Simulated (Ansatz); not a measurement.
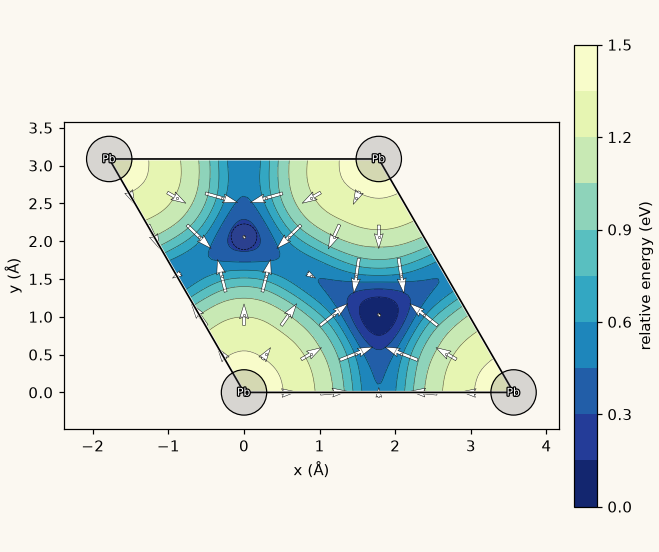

Energy landscape of O on a Pb(111) slab cut from the Fm-3m phase, its upper half relaxed before the scan (8 atoms of substrate and one adsorbate in a 2 × 2 cell). O is moved over the surface cell; relaxed at each place: the height of the adsorbate's atoms; substrate rigid; the origin of the map has the adsorbate above Pb5. Places are given modulo a cell vector. The map is drawn in real space over the plane of the surface. Grid: 6 × 6 points; 10 points were computed and 26 follow by symmetry. Places are given in fractions of the 1 × 1 surface cell. Energies: eV, counted from the lowest grid point. Method: Ansatz 0.2.0, DFT PBE, scalar-relativistic, plane waves, PAW. Settings: cutoff 420 eV, k-mesh 6×6×1, gaussian smearing 0.1 eV, no spin polarisation.

Drawn: filled contours, dots at the grid points, arrows along the force (downhill), their lengths compressed, labelled circles for the atoms of the top layer and small ones for the second layer, the outline of one cell of the plane. Between grid points the surface is interpolated. 

**Summarise what can be read from the map.**

The lowest grid point is at a threefold hollow, (4/6, 2/6) of the cell vectors. A higher local minimum lies near a threefold hollow over a second-layer Pb atom, (2/6, 4/6) of the cell vectors (0.22 eV above the lowest at that grid point). The highest grid point, the top site over a surface Pb atom, (0/6, 0/6) of the cell vectors, lies 1.40 eV above the lowest. On the interpolated surface the easiest way out of the lowest well to the well at a threefold hollow over a second-layer Pb atom, (2/6, 4/6) of the cell vectors passes a barrier of about 0.48 eV. At the lowest point the adsorbate has 3 Pb at 2.26 Å as nearest neighbours, at the highest 1 Pb at 1.99 Å. Its relaxed height above the top atom is 0.93 Å at the lowest and 1.99 Å at the highest point.

The values on the grid:

```csv
"second ↓, first →",0/6,1/6,2/6,3/6,4/6,5/6
5/6,1.33,1.18,0.66,0.66,1.18,1.33
4/6,1.05,0.66,0.22,0.66,1.05,1.14
3/6,0.46,0.66,0.66,0.46,0.57,0.57
2/6,1.05,1.18,1.05,0.57,0.00,0.57
1/6,1.33,1.33,1.14,0.57,0.57,1.14
0/6,1.40,1.33,1.05,0.46,1.05,1.33
```

Each point was launched as `ansatz run input.yaml --threads 4 --pin off --max-ram 12288MiB --backend cpu --events-out ev --progress --plain --runs-dir out`. Time for the 10 points that were run: 5.1 min on 4 threads of Intel(R) Xeon(R) 6975P-C (Granite Rapids), on a shared host.
